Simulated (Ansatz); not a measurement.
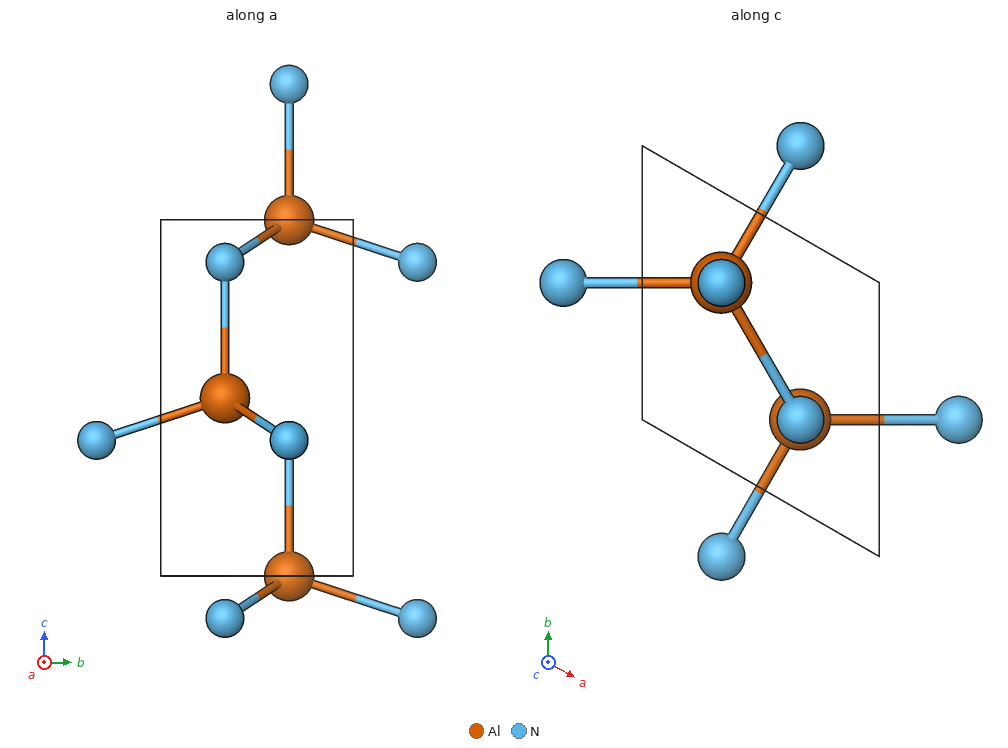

Drawn in the ball-and-stick manner and seen along the a axis and along the c axis. Thin lines show the unit cell, with boundary atoms drawn in all their periodic places. Some neighbours outside the box are added.

AlN, a = 3.11 Å, b = 3.11 Å, c = 4.98 Å, α = 90.43°, β = 89.14°, γ = 120.00°.

Theory: DFT r2SCAN, scalar-relativistic, plane waves, PAW (Ansatz). Numerical settings: plane-wave cutoff 500 eV, k-mesh 9×9×6, Gaussian smearing of 0.02 eV, no spin polarisation.

What is the band gap, if any?

Answer. An insulator at this level, with a gap of 4.87 eV on the k-mesh (the true edges may lie between mesh points, so the gap can be somewhat smaller).

The initial geometry was a structure listed in the Materials Project. The cell was then strained or its atoms displaced on purpose. The atoms were relaxed in a fixed cell with DFT r2SCAN, scalar-relativistic, plane waves, PAW (Ansatz).
